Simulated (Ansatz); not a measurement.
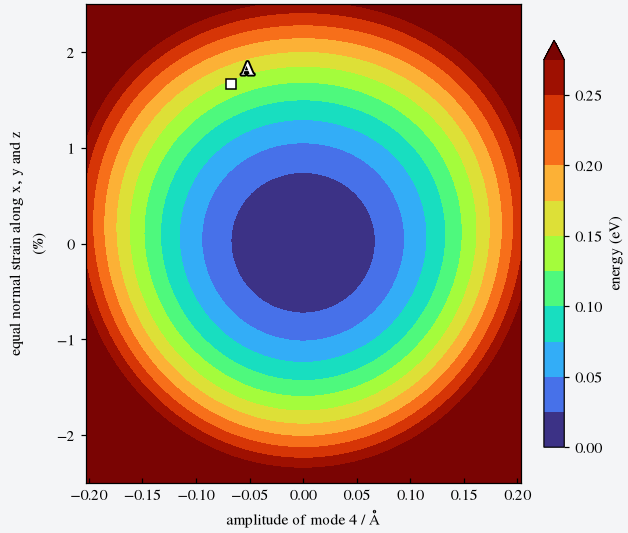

HfO2 (P4_2/mnm, No. 136; 6 atoms in the cell). The energy is mapped over a normal mode and a strain (zone-centre modes of the 6-atom cell of this scan) (x along [1 0 0], y along [0 1 0], z along [0 0 1] of the conventional cell). First axis: amplitude of mode 4 (90 cm⁻¹), largest displacement in the unstrained cell. Second axis: equal normal strain along x, y and z. Nothing is relaxed (the pattern is fixed in fractional coordinates). The scan uses a 7 × 7 grid; 28 points were computed and 21 follow by symmetry. Points are written as (first, second). Energies are in eV per cell, from the lowest grid point. All numbers below come from Ansatz 0.2.0, DFT PBE, scalar-relativistic, plane waves, PAW. Settings: cutoff 520 eV, k-mesh 6×6×8 in the order of the run's cell vectors, gaussian smearing 0.05 eV, no spin polarisation.

The picture shows filled contours, one colour for all values above the top of the scale, the point A. Between grid points the surface is interpolated.

Question: Which way does the force act at A, and how strong is it?

Answer: A, at (−0.068 Å, 1.67 %), is not a stationary point. The computed force is 0.64 eV for each Å towards larger values of the first coordinate and 0.14 eV for each 1 % towards smaller values of the second coordinate.

PAW datasets: the set soft_1.
